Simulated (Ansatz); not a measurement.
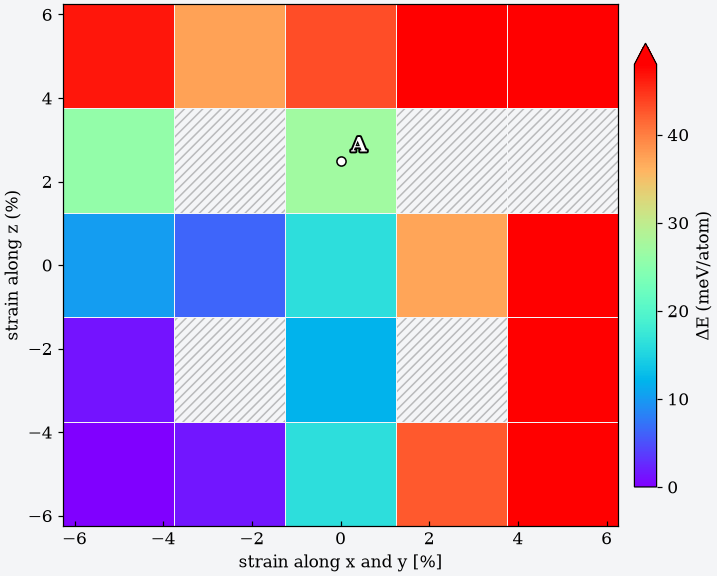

Ca (Pm-3m, No. 221; 1 atom in the cell). The cell is strained homogeneously, by one strain along x and y and another along z, with fractional coordinates fixed (x, y and z along the cube axes). The first coordinate is: strain along x and y; the second: strain along z. Grid: 5 × 5 points. At 5 points there is no value. All energies are given in meV/atom relative to the lowest grid point. The reference cell is the one listed in the database, not relaxed at this level. Method: DFT LDA, scalar-relativistic, plane waves, PAW in Ansatz. Settings: cutoff 420 eV, k-mesh 14×14×14, gaussian smearing 0.15 eV, no spin polarisation.

In the figure: one coloured cell a grid point, one colour for all values above the top of the scale, hatched blanks where no value was computed, the point A.

Is A at rest? If not, where is it pushed?

A, at strain along x and y = 0.0 %, strain along z = 2.5 %, is not a stationary point. The computed force is 5.6 meV/atom for each 1 % towards smaller values of strain along x and y and 5.5 meV/atom for each 1 % towards smaller values of strain along z.
